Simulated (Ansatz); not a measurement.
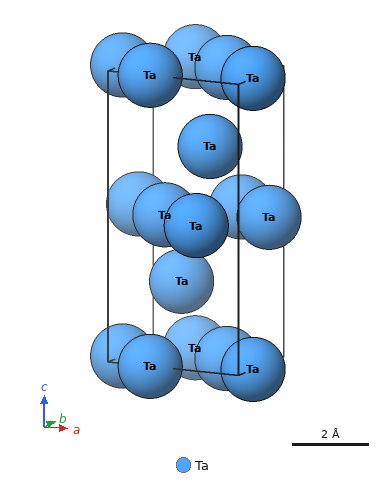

We look at a spheres-only model of the crystal slightly off an axis. The conventional unit cell is outlined; an atom on or near a face, edge or corner is repeated at each equivalent position.

Ta, space group P6_322 (No. 182), a = 4.82 Å, b = 4.82 Å, c = 7.73 Å, α = 90.00°, β = 90.00°, γ = 120.00°.

Run with DFT r2SCAN, scalar-relativistic, plane waves, PAW (Ansatz) and these settings: plane-wave cutoff 500 eV, k-points on a 12×12×6 grid, Gaussian smearing of 0.15 eV, no spin polarisation.

> Predict the gap.

A metal: bands cross the Fermi level.

> Would the cell expand or shrink if it could?

The computed pressure is 27.7 GPa (compressed: it would expand). The stress isn't hydrostatic: its largest component is 28.3 GPa.

Origin of the cell: a structure listed in the Materials Project. The cell was then strained or its atoms displaced on purpose. A calculation with Ansatz used it as input.

At this level of theory the run's own cell isn't at rest (compressed, at 28 GPa and forces up to 0.8 eV/Å), so its distances can differ from those at equilibrium, the more so the softer the solid.
